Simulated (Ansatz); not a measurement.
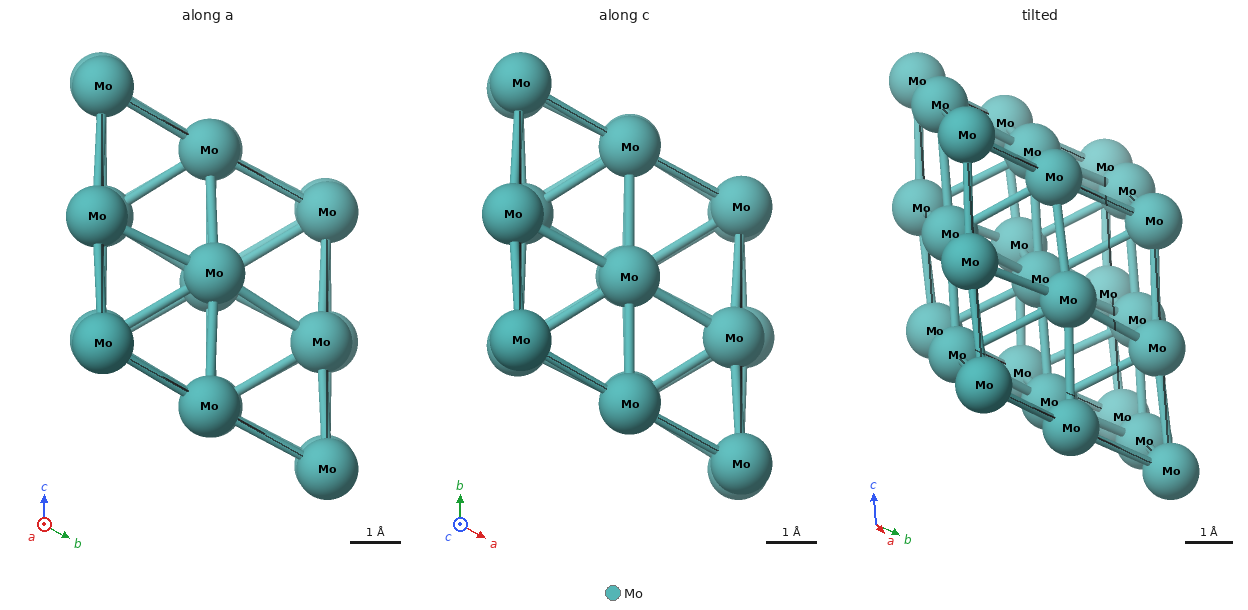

View along the a axis, along the c axis and slightly off an axis, drawn as a ball-and-stick model. One unit cell is framed, with atoms on its boundary repeated.

Edges and angles: a = 5.398 Å, b = 5.446 Å, c = 5.475 Å, α = 108.90°, β = 110.02°, γ = 108.85°.

The bonds drawn are Mo–Mo up to 2.95 Å (cut-off distances).

Q: How many atoms make up the cell?

A: 8 (molybdenum), counting shared atoms by their share.

Q: What is the coordination of Mo?

A: Eight Mo in a distorted cubic arrangement at about 2.6 to 2.9 Å. Not all metal-metal contacts are counted.

Q: What extended units do the bonds make?

A: The bonds build a three-dimensional framework.

Q: Which higher symmetry does the arrangement come close to?

A: It is a distorted form of a body-centred cubic structure, space group Im-3m (No. 229) within 0.25 Å: body-centred cubic (W type).

Origin: a known structure type with the cell strained and the atoms shaken on purpose; unrelaxed. Ansatz was used for an electronic-structure calculation on it.

At this level of theory the cell isn't at rest (forces up to 1.3 eV/Å), so its distances can differ from those at equilibrium, the more so the softer the solid.
